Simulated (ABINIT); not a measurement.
## Run report: Zr₃S₂, band-structure run (part 1 of 3)

Zr₃S₂ (5 atoms in the cell), computed with Kohn-Sham DFT of a periodic cell, r2SCAN, JTH PAW PBE v2.0, no spin polarisation (ABINIT 10.8.3).

The structure derives from a Materials Project entry.

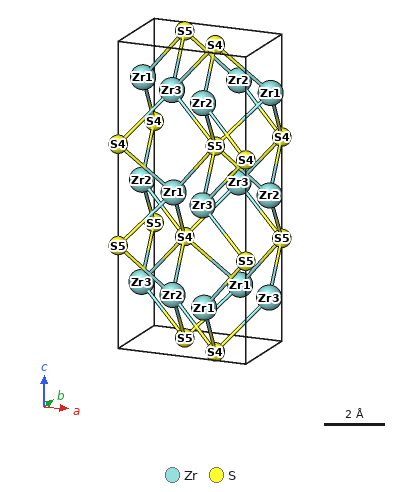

*The structure as given in the input (ball-and-stick view of the cell 3 times as large as that of the calculation, set on its symmetry axes, seen slightly off an axis; atoms are numbered from 1 in the order of the input). An atom can appear more than once, as a periodic image.*

Near neighbours in the periodic cell (some may lie outside the picture): Zr has 4 S at 2.61 to 2.62 Å; S has 6 Zr at 2.61 to 2.62 Å.

## Input file
```
ndtset 2

pp_dirpath "./"
pseudos "Zr.GGA_PBE-JTH.xml, S.GGA_PBE-JTH.xml"

acell 3*1.0
rprim
     5.4850018347     3.1667672858     6.5909362685
    -5.4850018347     3.1667672858     6.5909362685
     0.0000000000    -6.3335345715     6.5909362685
ntypat 2
znucl 40 16
natom 5
typat 1 1 1 2 2
xred
     0.8387270000     0.5000000000     0.1612730000
     0.5000000000     0.1612730000     0.8387270000
     0.1612730000     0.8387270000     0.5000000000
     0.6650230000     0.6650230000     0.6650230000
     0.3349770000     0.3349770000     0.3349770000

ecut 24.0
pawecutdg 46.0

ixc -497498
usekden 1
pawxcdev 0

occopt 3
tsmear 0.05 eV

nstep 100

iomode 3
prtwf 0
prteig 0
prtebands 0
enunit 1
prtden1 1
prtkden1 1
prtvha1 1
prtvclmb1 1
prtpot1 1

kptopt1 1
ngkpt1 6 6 6
nshiftk1 1
shiftk1 0.0 0.0 0.0
nband1 29
tolvrs1 1.0e-7

iscf2 -2
getden2 1
getkden2 1
nband2 35
nbdbuf2 4
tolwfr2 1.0e-11
kptopt2 -2
ndivsm2 5
prteig2 1
kptbounds2
     0.0000000000     0.0000000000     0.0000000000
     0.5000000000     0.0000000000     0.0000000000
     0.5000000000     0.3205695712    -0.3205695712
```

Machine: 4 threads of Arm Neoverse V2, 24 GiB of memory available, shared host.

Launch command:
```bash
mpirun --bind-to none -np 4 abinit run.abi > log 2>&1
```

## The program's output
```
.Version 10.8.3 of ABINIT
 DATASET    1 : space group R3 2 (#155); Bravais hR (rhombohedral)
================================================================================
 Values of the parameters that define the memory need for DATASET  1.
     intxc =       0    ionmov =       0      iscf =      17    lmnmax =      18
     lnmax =       6     mgfft =      45  mpssoang =       3    mqgrid =    3001
     natom =       5  nloc_mem =       2    nspden =       1   nspinor =       1
    nsppol =       1      nsym =       6    n1xccc =       1    ntypat =       2
    occopt =       3   xclevel =       2
       mpw =        3880          nfft =       91125          nkpt =          32
Pmy_natom=         2
 PAW method is used; the additional fine FFT grid is defined by:
   mgfftf=        60    nfftf =    216000
================================================================================
================================================================================

 DATASET    2 : space group R3 2 (#155); Bravais hR (rhombohedral)
================================================================================
 Values of the parameters that define the memory need for DATASET  2.
     intxc =       0    ionmov =       0      iscf =      -2    lmnmax =      18
     lnmax =       6     mgfft =      45  mpssoang =       3    mqgrid =    3001
     natom =       5  nloc_mem =       2    nspden =       1   nspinor =       1
    nsppol =       1      nsym =       6    n1xccc =       1    ntypat =       2
    occopt =       3   xclevel =       2
       mpw =        3864          nfft =       91125          nkpt =          11
Pmy_natom=         2
 PAW method is used; the additional fine FFT grid is defined by:
   mgfftf=        60    nfftf =    216000
================================================================================
================================================================================

--------------------------------------------------------------------------------
------------- Echo of variables that govern the present computation ------------
--------------------------------------------------------------------------------
 -outvars: echo values of preprocessed input variables --------
            acell      1.0000000000E+00  1.0000000000E+00  1.0000000000E+00 Bohr
              amu      9.12240000E+01  3.20660000E+01
             ecut      2.40000000E+01 Hartree
           enunit           1
           getden1          0
           getden2          1
          getkden1          0
          getkden2          1
             iscf1         17
             iscf2         -2
              ixc     -497498
           jdtset        1    2
           kptopt1          1
           kptopt2         -2
         kptrlatt        6    0    0      0    6    0      0    0    6
          kptrlen1     5.48447594E+01
          kptrlen2     3.00000000E+01
            natom           5
            nband1         29
            nband2         35
           nbdbuf1          0
           nbdbuf2          4
           ndtset           2
           ndivsm1          0
           ndivsm2          5
            ngfft          45      45      45
          ngfftdg          60      60      60
             nkpt1         32
             nkpt2         11
            nstep         100
             nsym           6
           ntypat           2
           occopt           3
        pawecutdg      4.60000000E+01 Hartree
         pawxcdev           0
        prtebands           0
           prteig1          0
           prteig2          1
          prtkden           1
           prtpot1          1
           prtpot2          0
         prtvclmb1          1
         prtvclmb2          0
           prtvha1          1
           prtvha2          0
            prtwf           0
            rprim      5.4850018347E+00  3.1667672858E+00  6.5909362685E+00
                      -5.4850018347E+00  3.1667672858E+00  6.5909362685E+00
                       0.0000000000E+00 -6.3335345715E+00  6.5909362685E+00
           shiftk1     0.00000000E+00  0.00000000E+00  0.00000000E+00
           shiftk2     5.00000000E-01  5.00000000E-01  5.00000000E-01
          spgroup         155
           tolvrs1     1.00000000E-07
           tolvrs2     0.00000000E+00
           tolwfr1     0.00000000E+00
           tolwfr2     1.00000000E-11
           tsmear      1.83746611E-03 Hartree
            typat      1  1  1  2  2
          usekden           1
           useylm           1
           xangst      9.8316797921E-01  1.7028968924E+00  5.2316599042E+00
                       9.8316797921E-01 -1.7028968923E+00  5.2316599042E+00
                      -1.9663359584E+00  2.6458627715E-11  5.2316599042E+00
                      -3.9832109862E-16  3.5191184466E-11  6.9583483289E+00
                      -4.1426294525E-17  1.7726119916E-11  3.5049714794E+00
            xcart      1.8579182165E+00  3.2180087473E+00  9.8864044028E+00
                       1.8579182165E+00 -3.2180087472E+00  9.8864044027E+00
                      -3.7158364329E+00  4.9999560048E-11  9.8864044027E+00
                      -7.5271778656E-16  6.6501700687E-11  1.3149372630E+01
                      -7.8284351063E-17  3.3497511916E-11  6.6234361752E+00
             xred      8.3872700000E-01  5.0000000000E-01  1.6127300000E-01
                       5.0000000000E-01  1.6127300000E-01  8.3872700000E-01
                       1.6127300000E-01  8.3872700000E-01  5.0000000000E-01
                       6.6502300000E-01  6.6502300000E-01  6.6502300000E-01
                       3.3497700000E-01  3.3497700000E-01  3.3497700000E-01
            znucl       40.00000   16.00000

================================================================================

 chkinp: Checking input parameters for consistency, jdtset=   1.

 chkinp: Checking input parameters for consistency, jdtset=   2.

================================================================================
== DATASET  1 ==================================================================

--- !DatasetInfo
iteration_state: {dtset: 1, }
dimensions: {natom: 5, nkpt: 32, mband: 29, nsppol: 1, nspinor: 1, nspden: 1, mpw: 3880, }
cutoff_energies: {ecut:  24.0, pawecutdg:  46.0, }
electrons: {nelect:   4.80000000E+01, charge:   0.00000000E+00, occopt:   3.00000000E+00, tsmear:   1.83746611E-03, }
meta: {optdriver: 0, ionmov: 0, optcell: 0, iscf: 17, paral_kgb: 0, }
...

 Real(R)+Recip(G) space primitive vectors, cartesian coordinates (Bohr,Bohr^-1):
 R(1)=  5.4850018  3.1667673  6.5909363  G(1)=  0.0911577  0.0526299  0.0505745
 R(2)= -5.4850018  3.1667673  6.5909363  G(2)= -0.0911577  0.0526299  0.0505745
 R(3)=  0.0000000 -6.3335346  6.5909363  G(3)=  0.0000000 -0.1052598  0.0505745
 Unit cell volume ucvol=  6.8689648E+02 bohr^3
 Angles (23,13,12)=  7.37480364E+01  7.37480364E+01  7.37480364E+01 degrees

 Coarse grid specifications (used for wave-functions):

 getcut: wavevector=  0.0000  0.0000  0.0000  ngfft=  45  45  45
         ecut(hartree)=     24.000   => boxcut(ratio)=   2.18282

 Fine grid specifications (used for densities):

 getcut: wavevector=  0.0000  0.0000  0.0000  ngfft=  60  60  60
         ecut(hartree)=     46.000   => boxcut(ratio)=   2.15026

--- Pseudopotential description ------------------------------------------------
- pspini: atom type   1  psp file is ./Zr.GGA_PBE-JTH.xml
 Pseudopotential format is: paw10
 basis_size (lnmax)=  6 (lmn_size= 18), orbitals=   0   0   1   1   2   2
 Spheres core radius: rc_sph= 2.22030268
 Shapefunction is BESSEL type: shapef(r,l)=aa(1,l)*jl(q(1,l)*r)+aa(2,l)*jl(q(2,l)*r)
 Radius for shape functions =  2.22030268
 Compensation charge density is not taken into account in XC energy/potential

- pspini: atom type   2  psp file is ./S.GGA_PBE-JTH.xml
 Pseudopotential format is: paw10
 basis_size (lnmax)=  4 (lmn_size=  8), orbitals=   0   0   1   1
 Spheres core radius: rc_sph= 1.90380259
 Shapefunction is SIN type: shapef(r)=[sin(pi*r/rshp)/(pi*r/rshp)]**2
 Radius for shape functions =  1.40128485
 Compensation charge density is not taken into account in XC energy/potential

   2.55685901E+03                                ecore*ucvol(ha*bohr**3)
--------------------------------------------------------------------------------

================================================================================

--- !BeginCycle
iteration_state: {dtset: 1, }
solver: {iscf: 17, nstep: 100, nline: 4, wfoptalg: 10, }
tolerances: {tolvrs: 1.00E-07, }
...

     iter   Etot(hartree)      deltaE(h)  residm     nres2
 ETOT  1  -119.29083211009    -1.193E+02 2.237E-01 1.518E+01
 ETOT  2  -118.90835324806     3.825E-01 2.614E-02 2.552E+00
 ETOT  3  -118.91229125477    -3.938E-03 8.227E-03 5.747E-01
 ETOT  4  -118.91409612346    -1.805E-03 2.900E-03 2.065E-02
 ETOT  5  -118.91414978155    -5.366E-05 1.517E-03 9.759E-04
 ETOT  6  -118.91415629299    -6.511E-06 1.707E-03 5.626E-05
 ETOT  7  -118.91415631769    -2.470E-08 1.159E-03 2.673E-06
 ETOT  8  -118.91415633759    -1.990E-08 9.708E-04 9.084E-07
 ETOT  9  -118.91415633787    -2.757E-10 5.582E-04 2.380E-08

 At SCF step    9       nres2   =  2.38E-08 < tolvrs=  1.00E-07 =>converged.

Result for kinetic energy density :

--------------------------------------------------------------------------------
 Total kinetic energy density [Ha/Bohr^3]
)     Maximum=    1.2597E+00  at reduced coord.    0.5000    0.1667    0.8333
)     Minimum=    8.0830E-04  at reduced coord.    0.0000    0.0000    0.0000
   Integrated=    4.5344E+01
--------------------------------------------------------------------------------

 Cartesian components of stress tensor (hartree/bohr^3)
  sigma(1 1)=  3.98285848E-05  sigma(3 2)= -2.76080007E-14
  sigma(2 2)=  3.98285848E-05  sigma(3 1)=  0.00000000E+00
  sigma(3 3)=  1.05824657E-05  sigma(2 1)=  0.00000000E+00

--- !ResultsGS
iteration_state: {dtset: 1, }
comment   : Summary of ground state results
lattice_vectors:
- [  5.4850018,   3.1667673,   6.5909363, ]
- [ -5.4850018,   3.1667673,   6.5909363, ]
- [  0.0000000,  -6.3335346,   6.5909363, ]
lattice_lengths: [   9.14079,    9.14079,    9.14079, ]
lattice_angles: [ 73.748,  73.748,  73.748, ] # degrees, (23, 13, 12)
lattice_volume:   6.8689648E+02
convergence: {deltae: -2.757E-10, res2:  2.380E-08, residm:  5.582E-04, diffor: null, }
etotal    :  -1.18914156E+02
entropy   :   0.00000000E+00
fermie    :   3.91744983E-01
cartesian_stress_tensor: # hartree/bohr^3
- [  3.98285848E-05,   0.00000000E+00,   0.00000000E+00, ]
- [  0.00000000E+00,   3.98285848E-05,  -2.76080007E-14, ]
- [  0.00000000E+00,  -2.76080007E-14,   1.05824657E-05, ]
pressure_GPa:  -8.8498E-01
xred      :
- [  8.3873E-01,   5.0000E-01,   1.6127E-01, Zr]
- [  5.0000E-01,   1.6127E-01,   8.3873E-01, Zr]
- [  1.6127E-01,   8.3873E-01,   5.0000E-01, Zr]
- [  6.6502E-01,   6.6502E-01,   6.6502E-01,  S]
- [  3.3498E-01,   3.3498E-01,   3.3498E-01,  S]
cartesian_forces: # hartree/bohr
- [ -7.52147057E-04,  -1.30275692E-03,   6.58867910E-15, ]
- [ -7.52147057E-04,   1.30275692E-03,  -6.58867910E-15, ]
- [  1.50429411E-03,   1.52393251E-20,  -1.93835881E-20, ]
- [  2.68810171E-20,  -2.52224030E-20,  -1.01378650E-03, ]
- [ -2.68810171E-20,   1.76027404E-20,   1.01378650E-03, ]
force_length_stats: {min:   1.01378650E-03, max:   1.50429411E-03, mean:   1.30809107E-03, }
...

 Integrated electronic density in atomic spheres:
 ------------------------------------------------
 Atom  Sphere_radius  Integrated_density
    1        2.22030          9.01460176
    2        2.22030          9.01460176
    3        2.22030          9.01460176
    4        1.90380          3.67833517
    5        1.90380          3.67833517

================================================================================

 ----iterations are completed or convergence reached----

 Mean square residual over all n,k,spin=   26.911E-07; max=  55.817E-05
 reduced coordinates (array xred) for    5 atoms
       0.838727000000      0.500000000000      0.161273000000
       0.500000000000      0.161273000000      0.838727000000
       0.161273000000      0.838727000000      0.500000000000
       0.665023000000      0.665023000000      0.665023000000
       0.334977000000      0.334977000000      0.334977000000
 rms dE/dt=  6.7150E-03; max dE/dt=  8.2511E-03; dE/dt below (all hartree)
    1       0.008251055971      0.000000000000     -0.008251055971
    2      -0.000000000000     -0.008251055971      0.008251055971
    3      -0.008251055971      0.008251055971     -0.000000000000
    4       0.006681802224      0.006681802224      0.006681802224
    5      -0.006681802224     -0.006681802224     -0.006681802224

 cartesian coordinates (angstrom) at end:
    1      0.98316797920647     1.70289689238529     5.23165990415717
    2      0.98316797920647    -1.70289689233237     5.23165990415716
    3     -1.96633595841294     0.00000000002646     5.23165990415716
    4     -0.00000000000000     0.00000000003519     6.95834832888462
    5     -0.00000000000000     0.00000000001773     3.50497147942971

 cartesian forces (hartree/bohr) at end:
    1     -0.00075214705661    -0.00130275691681     0.00000000000001
    2     -0.00075214705661     0.00130275691681    -0.00000000000001
    3      0.00150429411322     0.00000000000000    -0.00000000000000
    4      0.00000000000000    -0.00000000000000    -0.00101378650190
    5     -0.00000000000000     0.00000000000000     0.00101378650190
 frms,max,avg= 7.6786407E-04 1.5042941E-03   0.000E+00  0.000E+00  0.000E+00 h/b

 cartesian forces (eV/Angstrom) at end:
    1     -0.03867695672329    -0.06699045412695     0.00000000000034
    2     -0.03867695672329     0.06699045412695    -0.00000000000034
    3      0.07735391344658     0.00000000000000    -0.00000000000000
    4      0.00000000000000    -0.00000000000000    -0.05213099794249
    5     -0.00000000000000     0.00000000000000     0.05213099794249
 frms,max,avg= 3.9485158E-02 7.7353913E-02   0.000E+00  0.000E+00  0.000E+00 e/A
 length scales=  1.000000000000  1.000000000000  1.000000000000 bohr
              =  0.529177210544  0.529177210544  0.529177210544 angstroms
 Fermi (or HOMO) energy (eV) =  10.65992   Average Vxc (eV)= -11.76994
 Eigenvalues (   eV  ) for nkpt=  32  k points:
 kpt#   1, nband= 29, wtk=  0.00463, kpt=  0.0000  0.0000  0.0000 (reduced coord)
 -40.22717  -40.14257  -40.14257  -17.68752  -17.68752  -17.68162  -17.66543  -17.61638
 -17.61638  -17.54372  -17.26424  -17.26424   -5.12619   -3.87231    4.41679    4.41679
   4.70456    6.08665    6.28598    6.28598    7.88248    8.83105   10.71724   10.71724
  11.46511   11.46511   12.77183   13.67091   13.67150
 prteigrs : prtvol=0 or 1, do not print more k-points.

--- !EnergyTerms
iteration_state     : {dtset: 1, }
comment             : Components of total free energy in Hartree
kinetic             :  4.53436341086610E+01
hartree             :  2.77517052322230E+01
xc                  : -2.69432121077345E+01
Ewald energy        : -1.32230773412716E+02
psp_core            :  3.72233530931647E+00
local_psp           : -1.17205972049136E+02
PAW spherical_terms :  8.06488133692473E+01
internal            : -1.18913469550139E+02
'-kT*entropy'       : -5.43120074070896E-04
total_energy        : -1.18914012670213E+02
total_energy_eV     : -3.23581512882864E+03
...

--- !EnergyTermsDC
iteration_state     : {dtset: 1, }
comment             : '"Double-counting" decomposition of free energy'
band_energy         : -1.59634833472007E+01
Ewald energy        : -1.32230773412716E+02
psp_core            :  3.72233530931647E+00
xc_dc               : -2.24994380890204E+01
PAW spherical_terms :  4.80577463218272E+01
internal            : -1.18913613217793E+02
'-kT*entropy'       : -5.43120074070896E-04
total_energy_dc     : -1.18914156337867E+02
total_energy_dc_eV  : -3.23581903822467E+03
...

--- !EnergyTermsWithPAWCore
iteration_state     : {dtset: 1, }
comment             : 'Components of total free energy, including PAW core contributions'
Total energy        : -1.15965286721907E+04
Total energy DC     : -1.15965288158583E+04
Total energy (eV)   : -3.15557620811574E+05
Total energy DC (eV): -3.15557624720970E+05
...

 Cartesian components of stress tensor (hartree/bohr^3)
  sigma(1 1)=  3.98285848E-05  sigma(3 2)= -2.76080007E-14
  sigma(2 2)=  3.98285848E-05  sigma(3 1)=  0.00000000E+00
  sigma(3 3)=  1.05824657E-05  sigma(2 1)=  0.00000000E+00

-Cartesian components of stress tensor (GPa)         [Pressure= -8.8498E-01 GPa]
- sigma(1 1)=  1.17179742E+00  sigma(3 2)= -8.12255423E-10
- sigma(2 2)=  1.17179742E+00  sigma(3 1)=  0.00000000E+00
- sigma(3 3)=  3.11346891E-01  sigma(2 1)=  0.00000000E+00

================================================================================
== DATASET  2 ==================================================================
```
